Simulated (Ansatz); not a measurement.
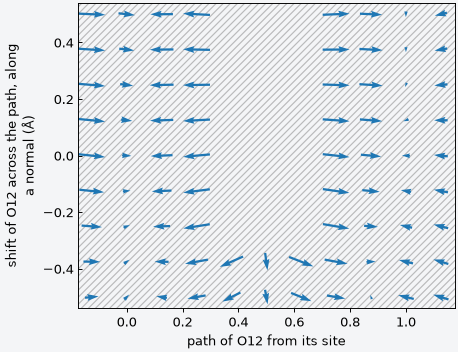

SiO₂ (P3_121 phase) with one O vacancy (17 atoms in the cell, cell charge +2). An atom moved over a plane that holds its own site and a neighbouring vacancy (x along [−1 0 1], y along [3 0 1], z along [0 1 0] of the conventional cell). First axis: path of O12 from its site (0) to the vacancy (1), 2.613 Å. Second axis: shift of O12 across the path, along a normal. Nothing is relaxed (all other atoms held at the sites of the perfect crystal). Grid: 11 × 9 points. At 21 points there is no value (left out of the scan, as a rule where atoms come close). Points are written as (first, second). The lowest point has no gap; 50 points of the grid have one on the k-mesh. The cell is charged on a uniform background, without a charge correction. These are results of DFT LDA, scalar-relativistic, plane waves, PAW (Ansatz 0.2.0), not measurements. Settings: cutoff 420 eV, k-mesh 4×4×2, gaussian smearing 0.05 eV, no spin polarisation.

The picture shows arrows along the force (downhill), their lengths compressed, hatched blanks where no value was computed.

> The arrows alone are given. Where are the wells?

The arrows converge at about (0.949, −0.069 Å); about (0.02, −0.06 Å) (0.040 eV up) (read from the interpolated surface).

The energy map of the same scan:

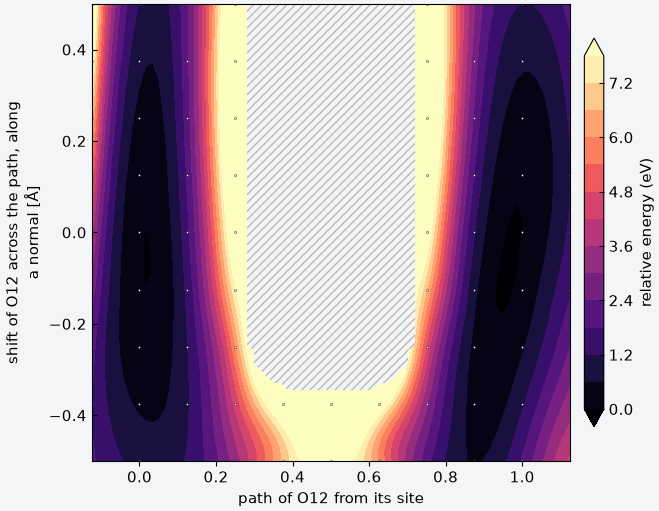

Energies are in eV, from the lowest grid point; between grid points the surface is interpolated.

PAW datasets: the set soft_1.
